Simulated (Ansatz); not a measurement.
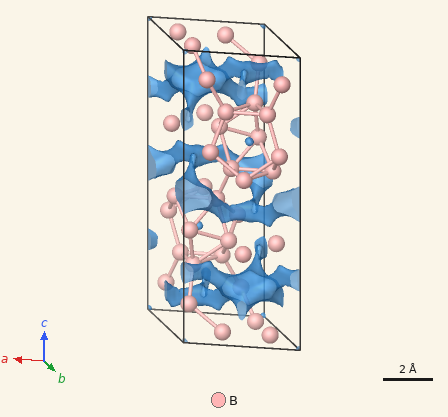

The blue surface encloses the points that the centre of a probe sphere of radius 0.65 Å can occupy in B (R-3m), computed on a grid of about 0.14 Å (1×1×1 cells shown, view from a free direction; pale faces close the region where the box cuts it).

Hard-sphere model; covalent radii (Cordero): B 0.84 Å.

The cell is taken from the input geometry of an electronic-structure calculation (not necessarily at equilibrium).

```xyz
36
Lattice="4.8988 0.0000 0.0000 -2.4494 4.2425 0.0000 0.0000 0.0000 12.5458" Properties=species:S:1:pos:R:3 pbc="T T T"
B    -1.5769    3.7387   11.1852
B     0.0000    1.0075   11.1852
B     1.5769    3.7387   11.1852
B    -0.8725    3.3321    9.7246
B     0.0000    1.8208    9.7246
B     0.8725    3.3321    9.7246
B     1.4462    1.9934    8.6678
B     2.4494    0.2558    8.6678
B     3.4526    1.9934    8.6678
B     3.4526    0.8350   12.2419
B     2.4494    2.5726   12.2419
B     1.4462    0.8350   12.2419
B     3.3219    0.9104    2.8213
B     2.4494    2.4216    2.8213
B     1.5769    0.9104    2.8213
B     4.0263    0.5037    1.3607
B     2.4494    3.2350    1.3607
B     0.8725    0.5037    1.3607
B    -1.0032    3.4075    0.3039
B     0.0000    1.6699    0.3039
B     1.0032    3.4075    0.3039
B     1.0032    2.2491    3.8780
B     0.0000    3.9867    3.8780
B    -1.0032    2.2491    3.8780
B     0.8725    2.3246    7.0032
B     0.0000    3.8358    7.0032
B    -0.8725    2.3246    7.0032
B     1.5769    1.9179    5.5426
B     2.4494    0.4067    5.5426
B     3.3219    1.9179    5.5426
B     3.8956    0.5792    4.4859
B     2.4494    3.0841    4.4859
B     1.0032    0.5792    4.4859
B    -1.4462    3.6633    8.0600
B     0.0000    1.1584    8.0600
B     1.4462    3.6633    8.0600
```

**Describe the connectivity of the accessible space.**

Where they connect, they form a two-dimensional network in layers parallel to (001).

**What share of the cell can the probe's centre reach?**

About 8 % of the volume (21 Å³ of 260.7 Å³).

**Give the largest included and the largest free sphere.**

The largest sphere that fits anywhere has a diameter of 2.58 Å; the largest that can travel through the crystal, about 1.6 Å.

**How does the connectivity change as the probe shrinks?**

Below a radius of about 0.79 Å the space forms a two-dimensional network in layers parallel to (001). Below a radius of about 0.50 Å the space forms a three-dimensional network. These are grid estimates, good to about 0.05 Å.
